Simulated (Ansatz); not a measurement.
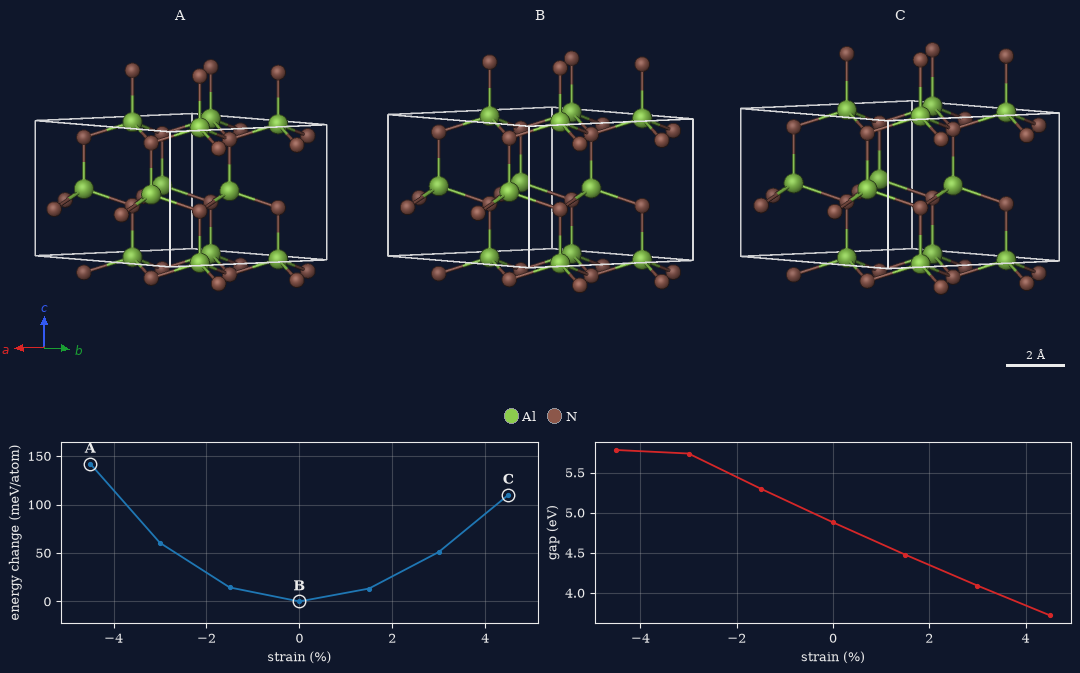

Members of a series of calculations on a crystal of AlN (set up in P6_3mc), marked on the first curve. The picture is a ball-and-stick view of the cell of the calculation, repeated to show the pattern, seen from a free direction.

Theory: Ansatz 0.2.0, DFT r2SCAN, scalar-relativistic, plane waves, PAW. Settings: plane-wave cutoff 500 eV; k-point mesh 12 × 12 × 6; occupations gaussian; smearing width 0.02 eV; no spin polarisation.

Q: Describe the series.

A: Equal strain along all axes, cell held, atoms relaxed. A (strain −4.5 %): energy change 142 meV/atom, volume 9.06 Å³ per atom, gap 5.78 eV. B (strain 0.0 %): energy change 0.0 meV/atom, volume 10.40 Å³ per atom, gap 4.88 eV. C (strain 4.5 %): energy change 110 meV/atom, volume 11.87 Å³ per atom, gap 3.72 eV. The rest compares A with C. The drawn cell changes as follows: a = b 5.934 → 6.493 Å (+9.4 %), c 4.755 → 5.203 Å (+9.4 %); the volume changes by +31.0 %. Some distances before and after: Al–N 1.802 → 1.975 Å, Al–N 1.818 → 1.980 Å.
